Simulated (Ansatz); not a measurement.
Input

```
crystal:
  lattice:
    - [0.0, 2.124525, 2.124525]
    - [2.124525, 0.0, 2.124525]
    - [2.124525, 2.124525, 0.0]
  atoms:
    - { symbol: Ta, position: [0.5, 0.5, 0.5] }
    - { symbol: "N", position: [0.0, 0.0, 0.0] }
basis:
  ecutwfc: 420
kpoints:
  mp_grid: { grid: [18, 18, 18] }
hamiltonian:
  xc: pbesol
scf:
  occupations: { method: gaussian, width: 0.15 }
output:
  forces: true
  stress: true
  eigenvalues: true
  write_density: true
  write_potential: true
  elf: true
  volumetric_format: npy
```

Command:

```sh
ansatz run input.yaml --threads 1 --pin off --max-ram 2560MiB --backend cpu --events-out ev --progress --plain --runs-dir out
```

Below, planes, directions and counts refer to the conventional cell (a = 4.25 Å, b = 4.25 Å, c = 4.25 Å, α = 90.00°, β = 90.00°, γ = 90.00°).

Space group Fm-3m; changed on purpose from its base cell (strain -0.025 along x and y, -0.025 along z, atoms carried along); computed pressure about 38 GPa in this cell.

Method: DFT PBEsol, scalar-relativistic, plane waves, PAW (Ansatz 0.2.0).

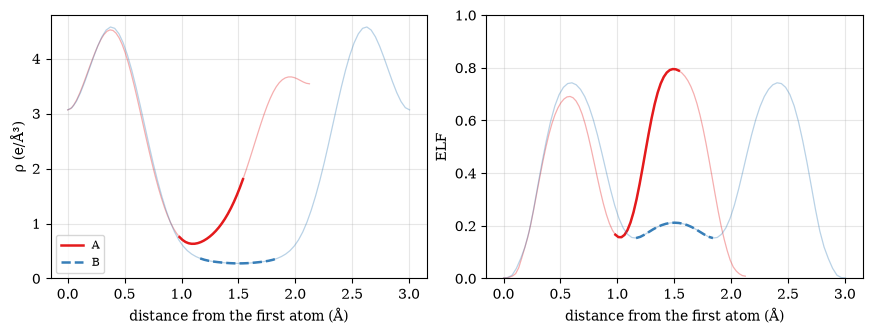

TaN. Valence electron density and electron localisation function along straight lines between neighbouring atoms. Thin, pale parts lie inside the atomic spheres.

The density is the valence pseudo-density of a PAW calculation; it isn't the true density close to the nuclei.

Which curve belongs to which contact (Ta–N and Ta–Ta)? The first atom named is at distance zero.

Curve A: Ta–N (2.12 Å): ρ is about 0.64 e/Å³ halfway; the ELF peaks at about 0.80 in the valence shell of N, 0.6 Å from its nucleus, and drops to about 0.15 between the two atoms; no shared electron pair shows on this line. Curve B: Ta–Ta (3.00 Å): the density is about 0.27 e/Å³ at the midpoint; the ELF is about 0.20 at the midpoint (no shared electron pair shows on this line).
